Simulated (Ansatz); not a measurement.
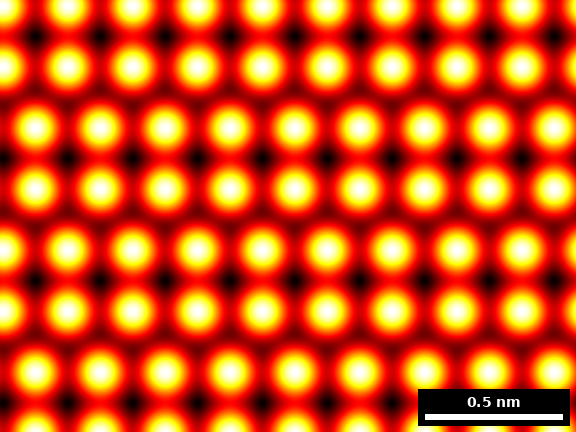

An image along [110] of one of the structures below (computed or model cells, partly hypothetical, each in its standard cell). The image is simulated as a sum over atoms of Z^1.7, blurred by a 1.30 Å probe (no channelling). The probe carries 15 % of its weight in a tail 2.5 times as wide. The display is stretched by a gamma of 0.65; percentages refer to the linear signal.

A. W
Space group Pm-3m (No. 221). a = 2.647 Å, b = 2.647 Å, c = 2.647 Å, α = 90.00°, β = 90.00°, γ = 90.00°
| atom | site | symmetry | x | y | z |
| --- | --- | --- | --- | --- | --- |
| W | 1a | m-3m | 0.0000 | 0.0000 | 0.0000 |

B. W
Space group P6_3/mmc (No. 194). a = 2.762 Å, b = 2.762 Å, c = 9.705 Å, α = 90.00°, β = 90.00°, γ = 120.00°
```tsv
atom	site	symmetry	x	y	z
W	2a	-3m.	0.0000	0.0000	0.0000
W	2c	-6m2	0.3333	0.6667	0.2500
```

C. W
Space group Fddd:1 (No. 70). a = 2.649 Å, b = 5.314 Å, c = 8.932 Å, α = 90.00°, β = 90.00°, γ = 90.00°
```tsv
atom	site	symmetry	x	y	z
W	8b	222	0.7500	0.7500	0.7500
```

D. W
Space group P6_3/mmc (No. 194). a = 2.737 Å, b = 2.737 Å, c = 4.857 Å, α = 90.00°, β = 90.00°, γ = 120.00°
```csv
atom,site,symmetry,x,y,z
W,2c,-6m2,0.3333,0.6667,0.2500
```

> Which structure was imaged?

C, W. Along [110] the projected cells are A 1.87 × 2.65 Å, 90°; B 2.39 × 9.71 Å, 90°; C 2.37 × 4.62 Å, 105°; D 2.37 × 4.86 Å, 90°. The image repeats as C does.

Structure C: the end point of a relaxation with Ansatz, DFT, LDA (PW92), plane waves (420 eV) with PAW, scalar-relativistic; the starting structure was generated, so it need not be a known form of this composition.
